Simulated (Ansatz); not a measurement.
## Two runs on AlO

System: AlO (P4/nmm, 4 atoms in the cell).
Method of run A: DFT PBE, scalar-relativistic, plane waves, PAW, spin-polarised (Ansatz 0.2.0).

The structure was made by swapping elements on the sites of another compound; it need not be a known phase. Text and figures count atoms from 1; the logs count them from 0 in places.

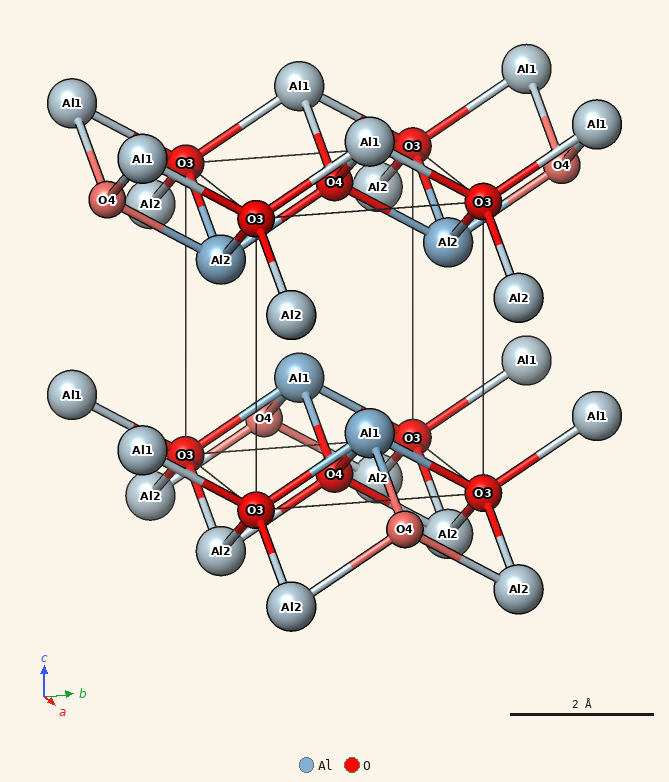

**Figure 1.** The structure (ball-and-stick view of the cell of the calculation, seen slightly off an axis; neighbours outside the cell are drawn fainter; atoms are numbered from 1 in the order of the input). Near neighbours in the crystal (not all of them lie inside the picture): Al has 4 O at 1.94 Å; O has 4 Al at 1.94 Å.

The input, run A:
```yaml
crystal:
  lattice:
    - [3.339343483, 0.0, 0.0]
    - [0.0, 3.339343483, 0.0]
    - [0.0, 0.0, 4.2195508684]
  atoms:
    - { symbol: Al, position: [0.0, 0.5, 0.2351] }
    - { symbol: Al, position: [0.5, 0.0, 0.7649] }
    - { symbol: O, position: [0.0, 0.0, 0.0], spin: 1.0 }
    - { symbol: O, position: [0.5, 0.5, 0.0], spin: 1.0 }
basis:
  ecutwfc: 420
kpoints:
  mp_grid: { grid: [6, 6, 4] }
hamiltonian:
  xc: pbe
scf:
  occupations: { method: gaussian, width: 0.1 }
  lower_state_search: "off"
output:
  forces: true
  stress: true
  eigenvalues: true
  populations: true
magnetization:
  spin_polarized: true
```

Command:
```bash
ansatz run input.yaml --threads 1 --pin off --max-ram 2560MiB --backend cpu --events-out ev --progress --plain --runs-dir out
```

Hardware: 1 thread of Intel Xeon (Granite Rapids), 192 GiB of memory available, shared host.

Output, shortened to warnings, some set-up lines, iterations and results (run A):
```
WARN: the starting moments were not kept: the SCF closed with an absolute magnetisation of 1.3e-6 μB, where they sum to 2 μB in size (2 sites). That is at most 0.1 of that sum. Measured as dr2_m measures the in/out step, that magnetisation stands 2.5e-13 eV from none, at or under the dr2_threshold of 1.0e-7 eV: it is no larger than a step whose dr2_m would equal this threshold. The system may …
Basis set: ecut = 420 eV, 911 PW (Γ), exchange–correlation on 48×48×60 points (8 copies of the dense FFT grid, shifted against one another)
Symmetry: 16 space group operations
k-points: 30 of 144
Initial density: superposition of atomic densities (chi_scale 0.1, normalization cell, long waves kept (reshape's long-wave potential 0.10 eV rms))
[...]
SCF iter   1: F=—  HF=-2212.518587 eV  |F-HF|=—  |Δ(HF+E_count)|=         —  Δρ=9.90e-2 (↑2.77e-2 ↓9.90e-2)  dr2=4.37e0  dr2_m=1.36e0  M=0.108 μB ∫|m|=0.350 μB  β_m=0.30  …
SCF iter   2: F=—  HF=-2211.714293 eV  |F-HF|=—  |Δ(HF+E_count)|=   8.04e-1  Δρ=4.37e-2 (↑4.36e-2 ↓4.37e-2)  dr2=2.55e-1  dr2_m=7.06e-1  M=0.116 μB ∫|m|=0.306 μB  β_m=0.30  …
SCF iter   3: F=—  HF=-2211.859033 eV  |F-HF|=—  |Δ(HF+E_count)|=   1.45e-1  Δρ=3.37e-2 (↑3.37e-2 ↓3.03e-2)  dr2=1.03e-1  dr2_m=3.88e-1  M=0.096 μB ∫|m|=0.249 μB  β_m=0.30  …
SCF iter   4: F=—  HF=-2211.945740 eV  |F-HF|=—  |Δ(HF+E_count)|=   8.67e-2  Δρ=2.26e-2 (↑2.26e-2 ↓2.20e-2)  dr2=8.78e-4  dr2_m=2.14e-1  M=0.072 μB ∫|m|=0.196 μB  β_m=0.30  …
SCF iter   5: F=—  HF=-2211.986707 eV  |F-HF|=—  |Δ(HF+E_count)|=   4.10e-2  Δρ=1.71e-2 (↑1.66e-2 ↓1.71e-2)  dr2=2.78e-4  dr2_m=1.22e-1  M=0.050 μB ∫|m|=0.153 μB  β_m=0.30  …
[... 5 lines ...]
SCF iter  11: F=—  HF=-2212.039485 eV  |F-HF|=—  |Δ(HF+E_count)|=   2.41e-5  Δρ=1.64e-5 (↑1.63e-5 ↓1.64e-5)  dr2=1.18e-8  dr2_m=1.14e-7  M=0.000 μB ∫|m|=0.001 μB  β_m=0.93  …
SCF iter  12: F=-2212.039486 eV  HF=-2212.039486 eV  |F-HF|=2.25e-8  |Δ(HF+E_count)|=   5.27e-7  Δρ=4.34e-6 (↑4.34e-6 ↓4.34e-6)  dr2=4.15e-9  dr2_m=7.42e-9  M=0.000 μB …
SCF iter  13: F=-2212.039486 eV  HF=-2212.039486 eV  |F-HF|=1.19e-10  |Δ(HF+E_count)|=   4.01e-8  Δρ=3.86e-7 (↑3.86e-7 ↓3.06e-7)  dr2=3.66e-11  dr2_m=3.95e-11  M=0.000 μB …
SCF iter  14: F=-2212.039486 eV  HF=-2212.039486 eV  |F-HF|=4.55e-12  |Δ(HF+E_count)|=  1.86e-10  Δρ=5.55e-8 (↑5.54e-8 ↓5.55e-8)  dr2=4.81e-13  dr2_m=1.21e-12  M=0.000 μB …
SCF 1 converged in 14 iterations: F = -2212.039486 eV  dr2 = 4.81e-13
SCF converged after 14 iterations
Magnetization: 0.0000 μB (9.0000 up, 9.0000 down)
Absolute magnetization: 0.0000 μB (∫|ρ↑−ρ↓|, with the PAW one-centre terms)
Spin contamination: 0.0000 ħ² per cell (⟨S²⟩ above its minimum at these occupations)
Per-site moments (μB) at R_I (Å): [(6.936012390047301e-8, 0.8011319536057562), (6.936012389557849e-8, 0.8011319536057561), (-1.86070926368155e-7, 0.8011319536057561), (-1.8607092639481711e-7, 0.8011319536057561)]
Free energy (F): -2212.039486 eV
Harris-Foulkes:  -2212.039486 eV  (|F-HF|=4.55e-12)
Internal energy: -2212.036376 eV  (E = F + TS)
E sigma→0 (E₀):  -2212.037931 eV
Entropy (-TS):   -0.003109 eV (-0.777 meV/atom)
Fermi energy:    7.424172 eV
--- Per-component energies (eV) ---
  E_band       = -1.795665
  E_kinetic    = 406.573184
  E_local      = -999.169635  (includes V_loc(G=0)·N_el)
  E_nonlocal   = 114.473094
  E_hartree    = 402.390332
  E_xc         = -228.919225
  E_vxc        = -248.977648  (∫ρ·V_xc dr)
  E_paw        = -1251.343597  (= ΣΔE_a)
  E_vpaw       = -79.480340  (= ΣTr[D̂ρ^β])
  E_aug_tail   = 0.005034  (compensation charges beyond the density's cutoff)
  E_ewald      = -656.045563
  E_smearing   = -0.003109  (= −TS)
  E_closure    = 0.000000  (closes the sum)
  Σ components = -2212.039486   (vs F -2212.039486, Δ=0.00e0)
--- Forces (eV/Å), atoms counted from 1 ---
  atom   1  Al     0.00000000     0.00000000    -2.82508202
  atom   2  Al    -0.00000000     0.00000000     2.82508202
  atom   3  O      0.00000000     0.00000000    -0.00000000
  atom   4  O     -0.00000000     0.00000000     0.00000000
  max |Σ_I F_I| component: 1.04e-17 eV/Å
--- Stress (GPa, compression-positive) ---
        7.358630       0.000000      -0.000000
        0.000000       7.358630      -0.000000
       -0.000000      -0.000000      -7.379958
  P = ⅓ Tr σ = 2.4458 GPa (24.458 kbar)
--- Löwdin populations: 4 sites ---
  site symbol       q [e]    m [muB]
     0     Al      2.1252     0.0000
     1     Al      2.1252     0.0000
     2      O      6.7952    -0.0000
     3      O      6.7952    -0.0000
  spilling = 0.008842 (of n_electrons = 18.000000)
```

For run B the input was changed thus:
```diff
-    - { symbol: O, position: [0.0, 0.0, 0.0], spin: 1.0 }
-    - { symbol: O, position: [0.5, 0.5, 0.0], spin: 1.0 }
+    - { symbol: O, position: [0.0, 0.0, 0.0] }
+    - { symbol: O, position: [0.5, 0.5, 0.0] }
-  populations: true
-magnetization:
-  spin_polarized: true
```

Predict how the results change.

The energy is the same within 0.01 meV per atom. The SCF takes 6 iterations against 14. The two runs start from different initial densities, which also moves the count.

Output, shortened to warnings, some set-up lines, iterations and results (run B):
```
Basis set: ecut = 420 eV, 911 PW (Γ), exchange–correlation on 48×48×60 points (8 copies of the dense FFT grid, shifted against one another)
Symmetry: 16 space group operations
k-points: 30 of 144
Initial density: superposition of atomic densities (neutral atoms: chi_scale 0, normalization atom), corrected by the library's trained network
[...]
SCF iter   1: F=—  HF=-2212.050609 eV  |F-HF|=—  |Δ(HF+E_count)|=         —  Δρ=7.43e-3  dr2=4.22e-2  ethr=1.77e-3  ⟨swp⟩=5.5  Hψ=2324  notcnv=0
SCF iter   2: F=—  HF=-2212.039481 eV  |F-HF|=—  |Δ(HF+E_count)|=   1.11e-2  Δρ=2.84e-3  dr2=2.92e-3  ethr=2.34e-4  ⟨swp⟩=2.0  Hψ=702  notcnv=0
SCF iter   3: F=—  HF=-2212.039320 eV  |F-HF|=—  |Δ(HF+E_count)|=   1.61e-4  Δρ=8.85e-4  dr2=1.23e-4  ethr=1.62e-5  ⟨swp⟩=2.7  Hψ=646  notcnv=0
SCF iter   4: F=—  HF=-2212.039430 eV  |F-HF|=—  |Δ(HF+E_count)|=   1.10e-4  Δρ=1.69e-4  dr2=5.28e-6  ethr=6.82e-7  ⟨swp⟩=2.2  Hψ=595  notcnv=0
SCF iter   5: F=—  HF=-2212.039486 eV  |F-HF|=—  |Δ(HF+E_count)|=   5.54e-5  Δρ=1.13e-5  dr2=2.81e-8  ethr=2.93e-8  ⟨swp⟩=2.0  Hψ=573  notcnv=0
SCF iter   6: F=-2212.039486 eV  HF=-2212.039486 eV  |F-HF|=2.64e-11  |Δ(HF+E_count)|=   3.67e-8  Δρ=6.64e-7  dr2=1.24e-10  ethr=1.56e-10  ⟨swp⟩=2.5  Hψ=1482  notcnv=0
SCF 1 converged in 6 iterations: F = -2212.039486 eV  dr2 = 1.24e-10
SCF converged after 6 iterations
Free energy (F): -2212.039486 eV
Harris-Foulkes:  -2212.039486 eV  (|F-HF|=2.64e-11)
Internal energy: -2212.036376 eV  (E = F + TS)
E sigma→0 (E₀):  -2212.037931 eV
Entropy (-TS):   -0.003109 eV (-0.777 meV/atom)
Fermi energy:    7.424171 eV
--- Per-component energies (eV) ---
  E_band       = -1.795743
  E_kinetic    = 406.573246
  E_local      = -999.169882  (includes V_loc(G=0)·N_el)
  E_nonlocal   = 114.473132
  E_hartree    = 402.390510
  E_xc         = -228.919231
  E_vxc        = -248.977656  (∫ρ·V_xc dr)
  E_paw        = -1251.343622  (= ΣΔE_a)
  E_vpaw       = -79.480363  (= ΣTr[D̂ρ^β])
  E_aug_tail   = 0.005034  (compensation charges beyond the density's cutoff)
  E_ewald      = -656.045563
  E_smearing   = -0.003109  (= −TS)
  E_closure    = -0.000000  (closes the sum)
  Σ components = -2212.039486   (vs F -2212.039486, Δ=0.00e0)
--- Forces (eV/Å), atoms counted from 1 ---
  atom   1  Al     0.00000000     0.00000000    -2.82508671
  atom   2  Al    -0.00000000     0.00000000     2.82508671
  atom   3  O      0.00000000     0.00000000    -0.00000000
  atom   4  O     -0.00000000     0.00000000     0.00000000
  max |Σ_I F_I| component: 0.00e0 eV/Å
--- Stress (GPa, compression-positive) ---
        7.358585       0.000000      -0.000000
        0.000000       7.358585      -0.000000
       -0.000000      -0.000000      -7.379996
  P = ⅓ Tr σ = 2.4457 GPa (24.457 kbar)
```

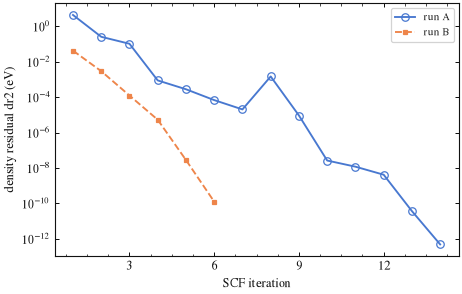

**Figure 2.** Convergence of the two runs: density residual dr2 against the SCF iteration. Run A takes 14 iterations in all, and run B takes 6.

The two runs side by side:

| quantity | run A | run B |
| --- | --- | --- |
| outcome | converged | converged |
| free energy per atom (eV) | −553.0099 | −553.0099 |
| energy per atom, smearing taken to zero (eV) | −553.0095 | −553.0095 |
| gap on the mesh (eV) | 0.00 | 0.00 |
| net moment of the cell (μB) | 0.00 | – |
| absolute moment of the cell (μB) | 0.00 | – |
| pressure (GPa) | 2.45 | 2.45 |
| largest force (eV/Å) | 2.825 | 2.825 |
| SCF iterations | 14 | 6 |
| irreducible k-points | 30 | 30 |
| plane waves at Γ | 911 | 911 |
| wall time (shared host) | 2.2 s | 0.66 s |

For run A: Warnings: some starting moments were not kept.
